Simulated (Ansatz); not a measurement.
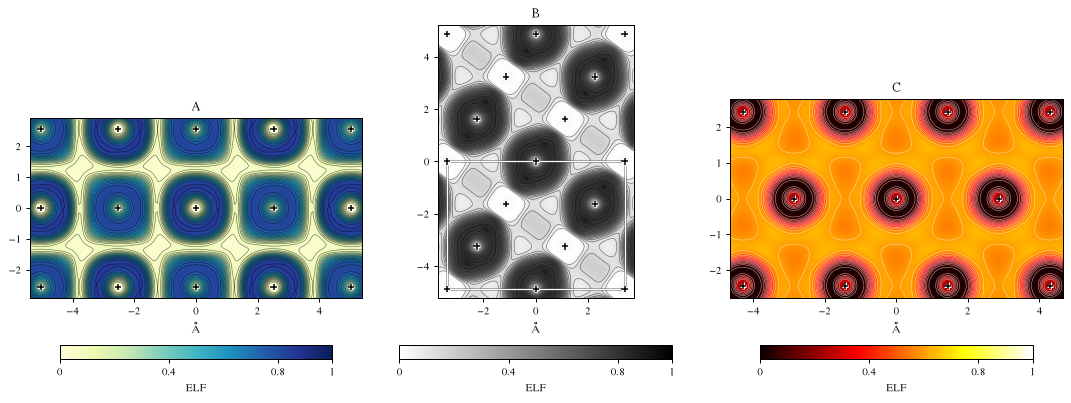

The ELF of 3 systems, each on a plane through atoms (crosses mark nuclei in the plane).

All numbers below come from DFT, PBE, PAW with Ansatz's default frozen-core files, scalar-relativistic in Ansatz 0.2.0.

System 1: AlN, the (110) plane of the conventional cell. Space group R-3m; changed on purpose from its base cell (equal xy, yz and zx shear strains of -1 %, PAW files); computed pressure about 26 GPa in this cell.

```
CELL_PARAMETERS angstrom
1.98789 0.00000 -1.98789
-1.98789 1.98789 0.00000
3.91644 3.91644 3.91644
ATOMIC_POSITIONS crystal
Al 0.00000 0.00000 0.00000
Al 0.66667 0.33333 0.33333
Al 0.33333 0.66667 0.66667
N 0.33333 0.66667 0.16667
N 0.00000 0.00000 0.50000
N 0.66667 0.33333 0.83333
```

System 2: SrO, the (11̄0) plane of the conventional cell. Space group I4/mmm; changed on purpose from its base cell (zz strain of -2 %, PAW files); computed pressure about 5 GPa in this cell.

System 3: Al, the (011) plane of the conventional cell. Space group I4/mmm; changed on purpose from its base cell (zz strain of -3 %, PAW files); computed without spin polarisation.

**Which map belongs to which system?**

Panel A is system 2, SrO: the plane holds Sr and O. Sr–O (2.52 Å): the ELF is about 0.10 at the midpoint: a closed-shell, largely ionic contact. Panel B is system 1, AlN: the plane holds Al and N. Al–N (1.98 Å): the ELF peaks at about 0.85 in the valence shell of N, 0.7 Å from its nucleus, and is about 0.80 at the midpoint. Panel C is system 3, Al: the plane holds Al. Al–Al (2.82 Å): the ELF peaks at about 0.65 between the atoms.
